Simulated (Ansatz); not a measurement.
# Nudged elastic band, with input and output: C62N (charge +1) (part 3 of 4)

The same run, continued: C62N (defect cell, 63 atoms in the cell, total charge +1); DFT PBEsol, scalar-relativistic, plane waves, PAW, PAW set soft_1, no spin polarisation (Ansatz 0.2.0); cutoff 420 eV, 2×2×2 k-mesh, Gaussian smearing of 0.05 eV. One setting was made poor on purpose. It belongs to a series of runs on one base structure; here: band between the two ends.

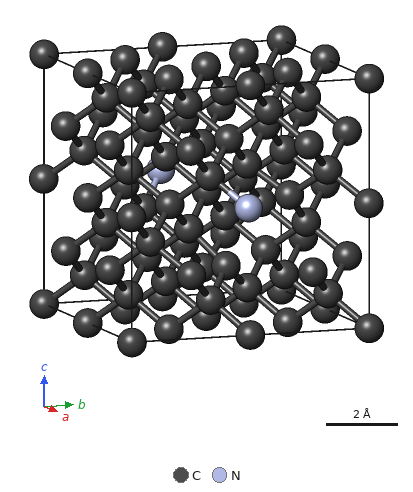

**Figure 1.** The structure as given in the input (ball-and-stick view of the cell of the calculation, seen slightly off an axis). An atom can appear more than once, as a periodic image.

### Output, continued
```
  k-point 1: bands = ["-7.9549", "-7.7915", "-5.7953", "-5.7205", "-5.6765", "-5.6707", "-5.6457", "-5.6391", "-5.4802", "-5.1802", "-3.6697", "-3.6277", "-3.6008", "-3.5709", "-3.5273", "-3.4587", "-3.4526", "-3.4486", "-3.1521", "-2.9619", "-1.6087", "-1.6019", "-1.5519", "-1.5275", "-1.5179", "-1.3881", "-1.2641", "-1.0926", "0.4111", "0.4931", "0.5013", "0.5176", "0.5468", "0.5962", "0.7017", "0.8943", "1.2596", "1.3047", "1.3998", "1.4714",
      "1.4957", "1.5564", "1.6894", "1.8505", "2.4412", "2.4423", "2.5376", "2.5626", "2.6570", "2.7489", "2.7974", "3.7283", "3.9658", "3.9848", "4.0229", "4.0411", "4.1678", "4.2304", "4.3489", "4.4360", "4.5244", "4.9621", "5.5466", "5.5851", "5.6059", "5.6330", "5.6574", "5.7832", "5.8260", "5.9031", "6.2973", "6.4098", "6.4449", "6.5325", "6.5383", "6.5616", "6.6516", "7.1247", "7.1798", "7.2273",
      "7.2635", "7.2887", "7.3192", "7.3404", "7.3653", "7.3735", "7.3820", "7.4058", "7.4339", "7.4410", "7.4684", "7.4720", "7.5811", "7.8021", "7.8201", "7.9763", "8.0328", "8.1647", "8.2675", "8.3308", "8.5555", "8.5625", "8.7274", "8.7535", "9.2245", "9.2675", "9.8791", "9.8843", "9.9019", "9.9297", "9.9701", "9.9926", "10.0544", "10.0659", "10.0993", "10.1383", "10.2116", "10.4471", "10.4782", "10.7888",
      "10.7989", "10.9972", "11.2190", "11.4796", "11.6698", "13.6102", "13.6933", "14.0339", "16.1020", "16.7372", "17.0412", "17.2970", "17.5845", "18.1711", "18.8454", "19.4321", "19.4752", "19.4789", "19.4812", "19.5438", "19.5527", "19.5682", "19.6399", "19.6960", "19.7284", "19.8452", "19.8620", "19.9430", "20.0910", "20.1302", "20.2669", "20.3293", "20.4173", "20.7666", "20.8676", "20.8771", "20.9615", "21.0082", "21.0724", "21.0846",
      "21.1139", "21.1546", "21.3643", "21.3779", "21.4459", "21.4968", "21.5402", "21.6200", "21.6340", "21.6747", "21.7531", "21.9105", "21.9195", "21.9633", "22.0963", "22.2585", "22.2972", "22.4476", "22.6101", "22.7114", "22.8219", "22.8709", "22.9014", "22.9691", "22.9715", "23.0130", "23.0836", "23.0866", "23.1205"]
  k-point 2: bands = ["-7.9549", "-7.7915", "-5.7953", "-5.7205", "-5.6765", "-5.6707", "-5.6457", "-5.6391", "-5.4802", "-5.1802", "-3.6697", "-3.6277", "-3.6008", "-3.5709", "-3.5273", "-3.4587", "-3.4526", "-3.4486", "-3.1521", "-2.9619", "-1.6087", "-1.6019", "-1.5519", "-1.5275", "-1.5179", "-1.3881", "-1.2641", "-1.0926", "0.4111", "0.4931", "0.5013", "0.5176", "0.5468", "0.5962", "0.7017", "0.8943", "1.2596", "1.3047", "1.3998", "1.4714",
      "1.4957", "1.5564", "1.6894", "1.8505", "2.4412", "2.4423", "2.5376", "2.5626", "2.6570", "2.7489", "2.7974", "3.7283", "3.9658", "3.9848", "4.0229", "4.0411", "4.1678", "4.2304", "4.3489", "4.4360", "4.5244", "4.9621", "5.5466", "5.5851", "5.6059", "5.6330", "5.6574", "5.7832", "5.8260", "5.9031", "6.2973", "6.4098", "6.4449", "6.5325", "6.5383", "6.5616", "6.6516", "7.1247", "7.1798", "7.2272",
      "7.2635", "7.2887", "7.3192", "7.3404", "7.3653", "7.3735", "7.3820", "7.4058", "7.4339", "7.4410", "7.4684", "7.4720", "7.5811", "7.8021", "7.8201", "7.9763", "8.0328", "8.1647", "8.2675", "8.3308", "8.5554", "8.5625", "8.7274", "8.7535", "9.2245", "9.2675", "9.8791", "9.8843", "9.9019", "9.9297", "9.9701", "9.9926", "10.0544", "10.0659", "10.0993", "10.1383", "10.2116", "10.4471", "10.4782", "10.7888",
      "10.7989", "10.9972", "11.2190", "11.4796", "11.6698", "13.6102", "13.6933", "14.0339", "16.1020", "16.7372", "17.0412", "17.2970", "17.5845", "18.1711", "18.8454", "19.4321", "19.4752", "19.4789", "19.4813", "19.5438", "19.5527", "19.5682", "19.6399", "19.6960", "19.7284", "19.8452", "19.8620", "19.9430", "20.0910", "20.1302", "20.2669", "20.3293", "20.4173", "20.7666", "20.8676", "20.8771", "20.9615", "21.0083", "21.0724", "21.0846",
      "21.1139", "21.1546", "21.3643", "21.3779", "21.4459", "21.4968", "21.5402", "21.6200", "21.6340", "21.6747", "21.7531", "21.9105", "21.9195", "21.9633", "22.0963", "22.2585", "22.2972", "22.4476", "22.6101", "22.7114", "22.8219", "22.8709", "22.9014", "22.9691", "22.9715", "23.0130", "23.0836", "23.0866", "23.1205"]
  k-point 7: bands = ["-6.8649", "-6.8649", "-6.8599", "-6.8005", "-6.8005", "-6.7849", "-6.6162", "-6.1577", "-2.6023", "-2.6023", "-2.5872", "-2.5872", "-2.5678", "-2.5678", "-2.5563", "-2.5513", "-2.5329", "-2.5223", "-2.5029", "-2.4868", "-2.4868", "-2.4560", "-2.4560", "-2.4560", "-2.4560", "-2.4347", "-2.3613", "-2.3613", "-2.2815", "-2.2815", "-1.6572", "-1.0876", "1.8371", "2.0267", "2.0423", "2.0423", "2.0494", "2.0494", "2.0808", "2.0808",
      "2.0850", "2.1083", "2.1155", "2.1320", "2.1320", "2.1766", "2.1819", "2.1819", "2.2110", "2.2110", "2.4295", "2.4295", "2.5461", "2.9389", "2.9389", "4.0353", "5.9541", "6.0126", "6.0459", "6.0459", "6.0525", "6.0858", "6.1197", "6.1197", "6.1260", "6.1260", "6.1308", "6.1419", "6.1419", "6.1778", "6.1778", "6.2106", "6.2167", "6.2167", "6.2399", "6.2399", "6.2428", "6.2817", "6.2973", "6.2973",
      "6.3623", "6.4792", "6.8271", "6.8271", "6.9181", "6.9181", "6.9836", "7.8398", "7.8874", "7.9407", "7.9407", "7.9428", "7.9428", "7.9447", "8.0186", "8.0197", "8.0387", "8.0387", "8.0417", "8.0417", "8.0982", "8.1102", "8.1336", "8.1336", "8.1556", "8.1556", "8.4532", "9.1466", "9.1466", "9.3567", "9.3567", "9.7073", "11.0323", "11.0323", "11.0928", "11.0928", "11.0942", "11.1371", "11.1371", "11.1470",
      "11.2543", "11.2680", "11.2680", "11.5671", "11.5671", "13.9074", "14.0239", "14.0239", "16.2956", "16.6519", "16.6519", "18.7200", "18.8123", "18.8123", "18.8541", "18.8541", "18.9358", "18.9438", "18.9438", "18.9440", "18.9476", "18.9476", "18.9880", "19.0107", "19.0498", "19.0498", "19.0947", "19.0948", "19.0985", "19.7723", "19.7723", "19.9632", "19.9632", "20.0045", "20.0442", "20.6017", "20.6017", "20.6039", "20.6274", "20.6894",
      "20.6894", "20.7631", "20.8300", "20.8301", "20.8792", "20.8792", "20.9085", "21.1142", "21.1142", "21.2444", "21.2444", "21.2802", "21.5458", "21.6070", "21.6070", "22.2620", "22.9957", "23.4828", "23.4828", "24.0940", "24.1082", "24.1082", "24.1463", "24.1463", "24.2023", "24.2042", "24.2604", "24.2604", "24.2715"]
this run last wrote the band of iteration 19 to [file]
--- NEB band (5 images, 19 band iterations, 366 SCF iterations) ---
  forward barrier  = 4.738445 eV
  backward barrier = 4.738441 eV
  lagrangian_above_aufbau_ev (what the smearing adds, to first order; not taken off the barriers): saddle image -0.009663 eV, end points -0.000000 and -0.000000 eV
  climbing image's point = of an order that was not read
  energies are F+E_penalty+E_count in eV, relative to image 0
  image     s (Å)  Δ vs image 0  max|band force component| (eV/Å)
  *   2    0.9967      4.738445                          1.479e-2
  climbing-image geometry (image 2):
  cell:  # Å, volume = 363.9943 Å³
    - [7.14, 0.0, 0.0]
    - [0.0, 7.14, 0.0]
    - [0.0, 0.0, 7.14]
  atoms:
    - { symbol: C, position: [0.5001298092575595, -0.0007576942171314242, 0.0004918054726782712] }
    - { symbol: C, position: [0.6253978244359866, 0.12299076652362922, 0.1257598721530838] }
    - { symbol: C, position: [0.7488331291754171, 0.24802233332257312, -0.0007901171949706295] }
    - { symbol: C, position: [0.8753422340729263, 0.3735352068516696, 0.1249219290472712] }
[...]
    - { symbol: C, position: [0.7512743291217608, -0.0022750841055077164, 0.25163639358070966] }
    - { symbol: C, position: [0.8750694763540835, 0.12421989513984666, 0.3754322945088126] }
    - { symbol: C, position: [0.0010159857061650054, -0.00018926384389035233, -7.694487876100004e-5] }
    - { symbol: C, position: [0.1257241453718445, 0.12366263965253156, 0.12356843562692871] }
    - { symbol: C, position: [0.249158938366497, 0.25021327839008595, -0.0014626466032327061] }
    - { symbol: C, position: [0.3757088535262251, 0.3736483650479565, 0.1235694091406033] }
    - { symbol: C, position: [0.4995648791769333, 0.4983563579462094, -7.257678886859682e-5] }
    - { symbol: C, position: [0.6286991172035162, 0.6237963399128575, 0.1290616276665126] }
    - { symbol: C, position: [0.751274756050935, 0.748097383595316, 0.0020091704496339384] }
    - { symbol: C, position: [0.8755757137936528, 0.8706766437096014, 0.12905722873563302] }
    - { symbol: C, position: [0.2513505189044714, 0.0005244202986639274, 0.24919454042176553] }
    - { symbol: C, position: [0.37499377122222943, 0.12437823070757813, 0.37390311895911804] }
    - { symbol: C, position: [0.49884775098430983, 0.24802223839341678, 0.2491949832998113] }
    - { symbol: C, position: [0.6245586887355953, 0.37353505552256266, 0.3757043719654236] }
    - { symbol: C, position: [0.7450028820558385, 0.48677536489205947, 0.24536575972689528] }
    - { symbol: C, position: [0.49956300865021835, -0.0001915019584776759, 0.5013779226372708] }
    - { symbol: C, position: [0.6232068611455543, 0.1236627732953856, 0.6260858861813988] }
    - { symbol: C, position: [0.748719374703595, 0.24937349719768226, 0.49957724477819354] }
    - { symbol: C, position: [0.8619601981003508, 0.36982024646899425, 0.6299133632057177] }
    - { symbol: C, position: [0.7488328601915365, 0.0005241071706959869, 0.751712008029529] }
    - { symbol: C, position: [0.873541274625198, 0.1243801840211527, 0.8753537708365237] }
    - { symbol: C, position: [-0.0005141450824189565, 0.49988535615460716, -0.00023240616531782467] }
    - { symbol: C, position: [0.12583365666212046, 0.6240302288492952, 0.12492251761551704] }
    - { symbol: C, position: [0.25135062086174587, 0.7505399109953806, -0.0007901077599612686] }
    - { symbol: C, position: [0.3763816693654905, 0.8739740430097883, 0.12576041068324784] }
    - { symbol: C, position: [-0.0007850995321420758, 0.24937340453118106, 0.24908294484795276] }
    - { symbol: C, position: [0.12955851300106508, 0.36981190510106593, 0.3623207931385044] }
    - { symbol: C, position: [0.24999579232420546, 0.5001572453208978, 0.24908378785701465] }
    - { symbol: C, position: [0.3751505826335383, 0.6243010716768598, 0.37543264762262485] }
    - { symbol: C, position: [0.5016473075253611, 0.7480969415556986, 0.25163726526234975] }
    - { symbol: C, position: [0.6286971335697555, 0.8706741807723414, 0.3759379057189942] }
    - { symbol: C, position: [-0.000514304412718203, -3.365819157579603e-5, 0.4998483948633339] }
    - { symbol: C, position: [0.12328185657254447, 0.12646237208119282, 0.623643722177392] }
    - { symbol: C, position: [0.2458594998913771, 0.25351187305828465, 0.4993430784890094] }
    - { symbol: C, position: [0.3729098330966884, 0.3760898193462218, 0.6236446592920456] }
    - { symbol: C, position: [0.49940467945426925, 0.49988522138711816, 0.4998487031186702] }
    - { symbol: C, position: [0.624558632817876, 0.6240300044224683, 0.6261980738063253] }
    - { symbol: C, position: [0.7449954049695235, 0.7543751466864665, 0.5129602432605773] }
    - { symbol: C, position: [0.8753422619313064, 0.874811035986874, 0.6261972467702357] }
    - { symbol: C, position: [0.24915854890439998, 0.0011969026547442771, 0.7495205288191981] }
    - { symbol: C, position: [0.374426734303038, 0.12494503452282976, 0.8747890846845429] }
    - { symbol: C, position: [0.49817526754345415, 0.2502128089957036, 0.7495212936246997] }
    - { symbol: C, position: [0.6232071272456883, 0.37364843678815807, 0.8760712890355753] }
    - { symbol: C, position: [0.748719639290402, 0.5001569828030654, 0.7503597692988929] }
    - { symbol: C, position: [0.8750698086333927, 0.624301197019235, 0.8755137313969857] }
    - { symbol: C, position: [0.012598996119999019, 0.7543837006450572, 0.24535016813506536] }
    - { symbol: C, position: [0.12583336855912924, 0.8748110774894845, 0.37570415418665615] }
    - { symbol: N, position: [-0.06273560126973582, 0.5620721138599826, 0.43764538995520424] }
    - { symbol: C, position: [0.1295658098432101, 0.6374145939871525, 0.6299287984164358] }
    - { symbol: C, position: [0.2499957609610061, 0.7506490933272515, 0.4995768645291207] }
    - { symbol: C, position: [0.3757088788381835, 0.8761653609741656, 0.6260860558882445] }
    - { symbol: C, position: [-0.0010186915839701504, 0.2535141973460356, 0.7462198034158777] }
    - { symbol: C, position: [0.12328225295232642, 0.37609025628554277, 0.8732722213138534] }
    - { symbol: C, position: [0.24586149177436448, 0.500391229722118, 0.7462241630705385] }
    - { symbol: C, position: [0.3749953267055696, 0.6258312240916394, 0.8753580712201373] }
    - { symbol: C, position: [0.49884730841998964, 0.7505395574875496, 0.751712661590662] }
    - { symbol: C, position: [0.6253979852125127, 0.8739741745287936, 0.876743572393265] }
    - { symbol: C, position: [-0.0007850222402811898, 0.7506493565318146, 0.7503593728236518] }
    - { symbol: C, position: [0.12572425820533203, 0.8761658142600466, 0.8760713746451947] }
```
